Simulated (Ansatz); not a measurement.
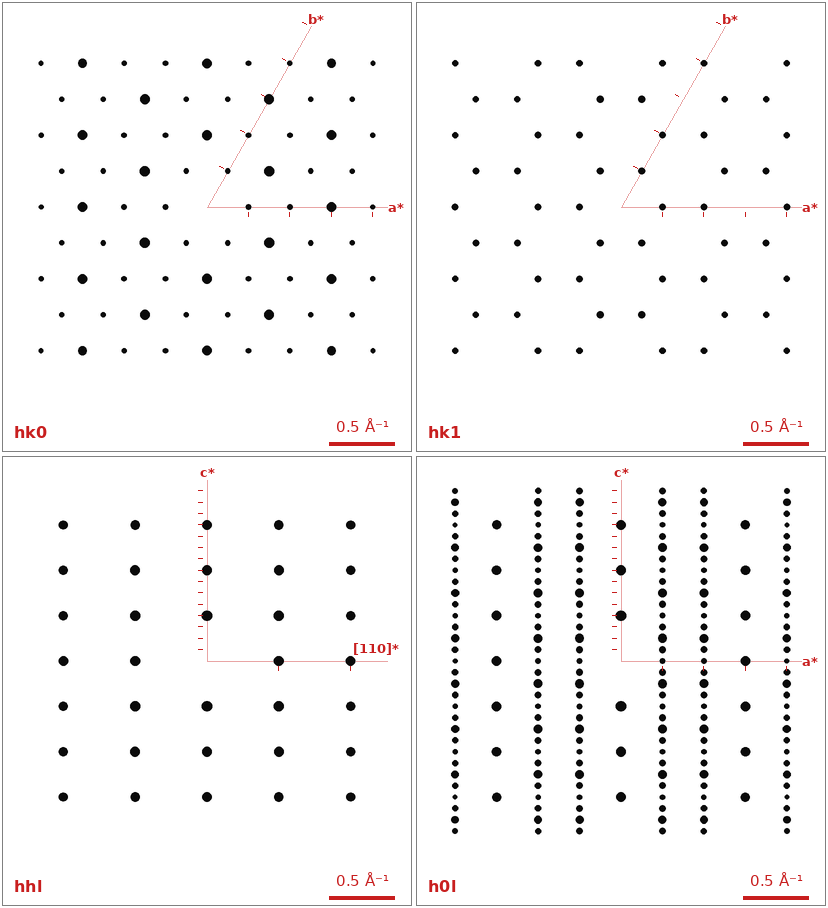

Four undistorted layers of reciprocal space, calculated for a single crystal (neutrons, kinematic |F|², B = 0.5 Å²). Tick marks count the reciprocal lattice steps of the conventional cell along each axis.

The compound is Hg. Structure: the geometry relaxed with Ansatz, DFT, PBE, plane waves (420 eV) with PAW, scalar-relativistic; the starting structure was generated, so it need not be a known form of this composition.

### What cell do the layers give?

a* = 0.324, b* = 0.324, c* = 0.088 Å⁻¹, γ* = 60°; the cell is hexagonal with a = 3.57 Å, c = 11.30 Å (hexagonal axes).

### Which reflection conditions do the layers show?

Reflections are present only under these conditions. hkl: no condition; hk0: no condition; h0l: no condition; hhl: l = 2n; 00l: l = 2n. The lattice is primitive (P). Further gaps, such as 0 3 1, 3 0 1, 3 0 3, come from atoms on special positions, not from the group's general conditions. A few very weak reflections are below the display threshold.

### Which space groups fit?

The intensities have Laue symmetry 6/mmm (the hk0 layer shows 6mm, hk1 shows 6mm). With these conditions the candidates are P6_3mc (No. 186), P-62c (No. 190), P6_3/mmc (No. 194). Diffraction geometry alone does not choose among them; the structure has P6_3/mmc.
